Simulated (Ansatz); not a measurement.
# Single-point calculation, with input and output: AlN (part 2 of 2)

Continued. System: AlN (54 atoms in the cell). Method: DFT PBE, scalar-relativistic, plane waves, PAW, no spin polarisation (Ansatz 0.2.0); cutoff 420 eV, 2×2×2 k-mesh, Gaussian smearing of 0.05 eV. The structure derives from a Materials Project entry.

## What the program printed, continued
```
  k-point 0: bands = ["-7.9952", "-6.6140", "-6.6140", "-6.6140", "-6.6140", "-6.6140", "-6.6140", "-6.6140", "-6.6140", "-6.1731", "-6.1731", "-6.1731", "-6.1731", "-6.1731", "-6.1731", "-5.4552", "-5.4552", "-5.4552", "-5.4552", "-5.4552", "-5.4552", "-5.4552", "-5.4552", "-5.4552", "-5.4552", "-5.4552", "-5.4552", "2.4312", "2.4312", "2.4312", "2.4312", "2.4312", "2.4312", "2.4312", "2.4312", "2.6975", "2.6975", "2.6975", "2.6975", "2.6975", "2.6975", "2.6975", "2.6975", "2.6975", "2.6975", "2.6975", "2.6975", "3.0851", "3.0851", "3.0851", "3.0851", "3.0851", "3.0851", "3.2927", "3.2927", "3.2927", "3.2927", "3.2927", "3.2927", "3.2927", "3.2927", "3.2927", "3.2927", "3.2927", "3.2927", "5.5844", "5.5844", "5.5844", "5.5844", "5.5844", "5.5844", "5.5844", "5.5844", "5.5844", "5.5844", "5.5844", "5.5844", "5.8790", "5.8790", "5.8790", "5.8790", "5.8790", "5.8790", "5.8790", "5.8790", "5.8790", "5.8790", "5.8790", "5.8790", "6.6042", "6.6042", "6.6042", "6.6042", "6.6042", "6.6042", "6.6042", "6.6042", "6.6042", "6.6042", "6.6042", "6.6042", "6.6042", "6.6042", "6.6042", "6.6042", "6.9730", "6.9730", "6.9730", "11.1583", "11.7912", "11.7912", "11.7912", "11.7912", "11.7912", "11.7912", "13.0332", "13.0332", "13.0332", "13.0332", "13.0332", "13.0332", "13.0332", "13.0332", "13.0332", "13.0332"]
  k-point 1: bands = ["-7.5982", "-7.5982", "-6.6733", "-6.6733", "-6.6733", "-6.6733", "-6.6733", "-6.6733", "-6.0514", "-6.0514", "-6.0514", "-6.0514", "-6.0514", "-6.0514", "-5.9511", "-5.5151", "-5.5151", "-5.5151", "-5.5151", "-5.5151", "-5.5151", "-5.4545", "-5.4545", "-5.4545", "-5.4545", "-5.4545", "-5.4545", "1.1287", "2.0787", "2.0787", "2.0787", "2.0787", "2.0787", "2.0787", "2.3582", "2.3582", "2.3582", "2.3582", "2.3582", "2.3582", "2.4310", "2.4310", "2.4310", "2.4310", "2.4310", "2.4310", "3.3048", "3.3048", "3.3048", "3.3048", "3.3048", "3.3048", "4.0468", "4.0468", "4.0468", "4.0468", "4.0468", "4.0468", "4.4538", "4.4538", "4.4538", "4.4538", "4.4538", "4.4538", "5.1225", "5.1225", "5.1563", "5.1563", "5.1563", "5.1563", "5.1563", "5.1563", "5.3321", "5.3321", "5.3321", "5.3321", "5.3321", "5.3321", "5.4824", "5.4824", "5.4824", "5.4824", "5.4824", "5.4824", "6.0336", "6.0336", "6.0336", "6.0336", "6.0336", "6.0336", "6.1146", "6.1146", "6.1146", "6.1146", "6.1146", "6.1146", "6.4637", "6.4637", "6.4637", "6.4637", "6.4637", "6.4637", "6.4954", "6.4954", "6.8420", "6.8420", "6.8420", "6.8420", "11.6618", "11.6618", "11.6618", "11.6618", "11.6618", "11.6618", "12.5837", "12.5837", "13.4626", "13.4626", "13.4626", "13.4626", "13.4626", "13.4626", "13.5941", "13.5941", "13.5941"]
  k-point 2: bands = ["-7.4672", "-7.4672", "-6.9983", "-6.9983", "-6.9983", "-6.9983", "-5.9145", "-5.9145", "-5.9145", "-5.9145", "-5.9145", "-5.9145", "-5.9145", "-5.9145", "-5.8273", "-5.8273", "-5.8273", "-5.8273", "-5.8273", "-5.8273", "-5.8273", "-5.8273", "-5.3169", "-5.2754", "-5.2754", "-5.2754", "-5.2754", "1.6856", "1.6856", "1.6856", "1.6856", "1.6856", "1.6856", "1.6856", "1.6856", "2.0775", "2.6655", "2.6655", "2.6655", "2.6655", "2.6655", "2.6655", "2.6655", "2.6655", "2.6676", "2.6676", "2.6676", "2.6676", "3.8285", "3.8285", "3.8285", "3.8285", "4.2008", "4.2008", "4.2008", "4.2008", "4.4807", "4.4807", "4.4807", "4.4807", "4.6628", "4.6628", "4.6628", "4.6628", "4.6628", "4.6628", "4.6628", "4.6628", "5.2053", "5.2053", "5.2474", "5.2474", "5.4055", "5.4055", "5.4055", "5.4055", "5.4055", "5.4055", "5.4055", "5.4055", "5.7601", "5.7601", "5.7601", "5.7601", "5.7601", "5.7601", "5.7601", "5.7601", "5.7732", "5.7732", "5.7732", "5.7732", "6.1196", "6.1196", "6.1196", "6.1196", "6.1196", "6.1196", "6.1196", "6.1196", "6.4576", "6.4576", "6.4576", "6.4576", "6.8423", "6.8423", "6.8423", "6.8423", "10.2970", "12.2213", "12.2213", "12.2213", "12.2213", "12.8643", "12.8643", "13.4047", "13.4047", "13.4047", "13.4047", "13.4047", "13.4047", "13.4047", "13.4047", "13.9354", "13.9354"]
```

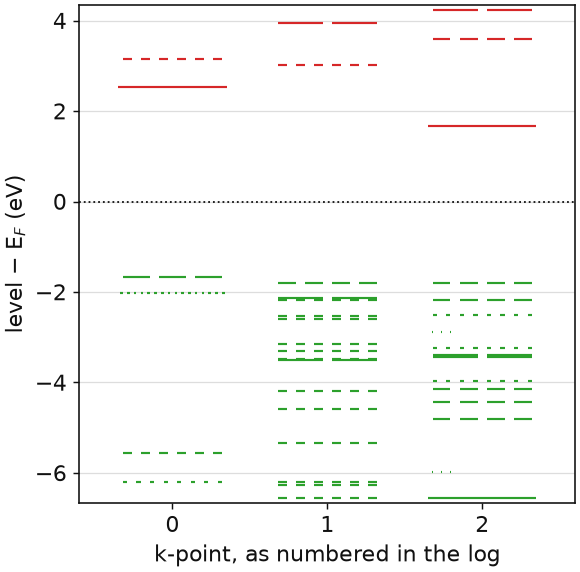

Kohn–Sham levels near the Fermi level (dotted) at the few k-points that the log prints; levels within 0.02 eV of each other stand side by side. Among these points the highest filled and lowest empty levels are 3.32 eV apart, which is the gap on the mesh.

This output came from the following input.

## Input file
```yaml
crystal:
  lattice:
    - [0.0, 6.551981, 6.551981]
    - [6.551981, 0.0, 6.551981]
    - [6.551981, 6.551981, 0.0]
  atoms:
    - { symbol: Al, position: [0.0, 0.0, 0.0] }
    - { symbol: Al, position: [0.0, 0.0, 0.333333] }
    - { symbol: Al, position: [0.0, 0.0, 0.666667] }
    - { symbol: Al, position: [0.0, 0.333333, 0.0] }
    - { symbol: Al, position: [0.0, 0.333333, 0.333333] }
    - { symbol: Al, position: [0.0, 0.333333, 0.666667] }
    - { symbol: Al, position: [0.0, 0.666667, 0.0] }
    - { symbol: Al, position: [0.0, 0.666667, 0.333333] }
    - { symbol: Al, position: [0.0, 0.666667, 0.666667] }
    - { symbol: Al, position: [0.333333, 0.0, 0.0] }
    - { symbol: Al, position: [0.333333, 0.0, 0.333333] }
    - { symbol: Al, position: [0.333333, 0.0, 0.666667] }
    - { symbol: Al, position: [0.333333, 0.333333, 0.0] }
    - { symbol: Al, position: [0.333333, 0.333333, 0.333333] }
    - { symbol: Al, position: [0.333333, 0.333333, 0.666667] }
    - { symbol: Al, position: [0.333333, 0.666667, 0.0] }
    - { symbol: Al, position: [0.333333, 0.666667, 0.333333] }
    - { symbol: Al, position: [0.333333, 0.666667, 0.666667] }
    - { symbol: Al, position: [0.666667, 0.0, 0.0] }
    - { symbol: Al, position: [0.666667, 0.0, 0.333333] }
    - { symbol: Al, position: [0.666667, 0.0, 0.666667] }
    - { symbol: Al, position: [0.666667, 0.333333, 0.0] }
    - { symbol: Al, position: [0.666667, 0.333333, 0.333333] }
    - { symbol: Al, position: [0.666667, 0.333333, 0.666667] }
    - { symbol: Al, position: [0.666667, 0.666667, 0.0] }
    - { symbol: Al, position: [0.666667, 0.666667, 0.333333] }
    - { symbol: Al, position: [0.666667, 0.666667, 0.666667] }
    - { symbol: "N", position: [0.25, 0.25, 0.25] }
    - { symbol: "N", position: [0.25, 0.25, 0.583333] }
    - { symbol: "N", position: [0.25, 0.25, 0.916667] }
    - { symbol: "N", position: [0.25, 0.583333, 0.25] }
    - { symbol: "N", position: [0.25, 0.583333, 0.583333] }
    - { symbol: "N", position: [0.25, 0.583333, 0.916667] }
    - { symbol: "N", position: [0.25, 0.916667, 0.25] }
    - { symbol: "N", position: [0.25, 0.916667, 0.583333] }
    - { symbol: "N", position: [0.25, 0.916667, 0.916667] }
    - { symbol: "N", position: [0.583333, 0.25, 0.25] }
    - { symbol: "N", position: [0.583333, 0.25, 0.583333] }
    - { symbol: "N", position: [0.583333, 0.25, 0.916667] }
    - { symbol: "N", position: [0.583333, 0.583333, 0.25] }
    - { symbol: "N", position: [0.583333, 0.583333, 0.583333] }
    - { symbol: "N", position: [0.583333, 0.583333, 0.916667] }
    - { symbol: "N", position: [0.583333, 0.916667, 0.25] }
    - { symbol: "N", position: [0.583333, 0.916667, 0.583333] }
    - { symbol: "N", position: [0.583333, 0.916667, 0.916667] }
    - { symbol: "N", position: [0.916667, 0.25, 0.25] }
    - { symbol: "N", position: [0.916667, 0.25, 0.583333] }
    - { symbol: "N", position: [0.916667, 0.25, 0.916667] }
    - { symbol: "N", position: [0.916667, 0.583333, 0.25] }
    - { symbol: "N", position: [0.916667, 0.583333, 0.583333] }
    - { symbol: "N", position: [0.916667, 0.583333, 0.916667] }
    - { symbol: "N", position: [0.916667, 0.916667, 0.25] }
    - { symbol: "N", position: [0.916667, 0.916667, 0.583333] }
    - { symbol: "N", position: [0.916667, 0.916667, 0.916667] }
basis:
  ecutwfc: 420
  fft_grid_basis: typed
kpoints:
  mp_grid: { grid: [2, 2, 2] }
hamiltonian:
  xc: pbe
  pseudopotentials: { kind: paw }
scf:
  occupations: { method: gaussian, width: 0.05 }
output:
  forces: true
  stress: false
  eigenvalues: true
  bader: false
  write_density: true
  volumetric_format: npy
```

Launched with:
```bash
ansatz run input.yaml --threads 4 --pin off --max-ram 10240MiB --backend cpu --events-out ev --progress --plain --runs-dir out
```

## Key numbers

```tsv
quantity	value
outcome	converged
space group (tolerance 0.01 Å)	F-43m (216)
electrons treated	216
free energy	−24953.4442 eV
Fermi energy	8.635 eV
gap on the k-point mesh	3.32 eV
largest force (length of the vector)	under 0.001 eV/Å
hardware	4 threads of Arm Neoverse V1, 24 GiB of memory available, shared host
wall time	3.9 s (CPU time 13 s)
peak memory	1.6 GiB
```

## Remarks

Warnings of the run: the structure was made exactly symmetric.
